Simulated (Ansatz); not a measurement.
```xyz
8
Lattice="4.5186 0.0000 0.0000 0.0000 4.5186 0.0000 0.0000 0.0000 4.5186" Properties=species:S:1:pos:R:3 pbc="T T T"
Si    3.8246    3.8246    3.8246
Si    2.9533    0.6940    1.5653
Si    1.5653    2.9533    0.6940
Si    0.6940    1.5653    2.9533
Ni    0.6725    0.6725    0.6725
Ni    1.5868    3.8461    2.9319
Ni    2.9319    1.5868    3.8461
Ni    3.8461    2.9319    1.5868
```

Space group P2₁3; computed without spin polarisation.

Theory: Ansatz, DFT PBE, scalar-relativistic, plane waves, PAW.

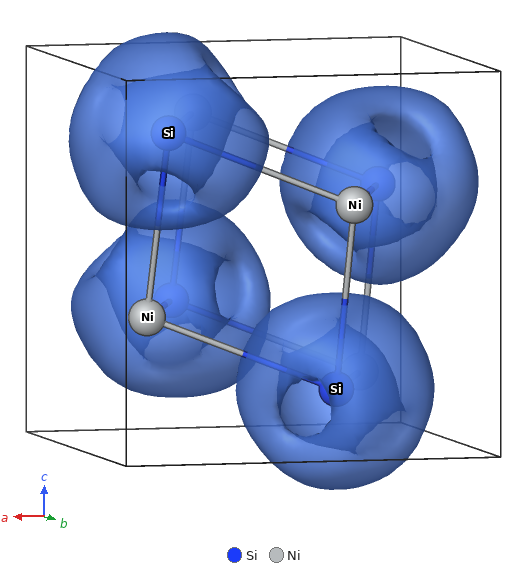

SiNi. Isosurface of the ELF at 0.55 (blue), seen at an oblique angle. Core shells and regions of very low density are left out. Sticks mark near contacts.

> Describe the localisation domains.

The ELF exceeds this value in four regions wrapped around Si (the valence shell of each), counted in one cell of 8 atoms. Regions shared between cells count once.

Values along the shortest contacts:
Si–Ni (2.37 Å): the ELF peaks at about 0.65 in the valence shell of Si, 0.9 Å from its nucleus, and is about 0.45 at the midpoint. Si–Ni (2.41 Å): the ELF peaks at about 0.70 in the valence shell of Si, 0.9 Å from its nucleus, and is about 0.45 at the midpoint.

> Metal or insulator at this level of theory?

It is metallic or semimetallic at this level of theory: no gap opens.
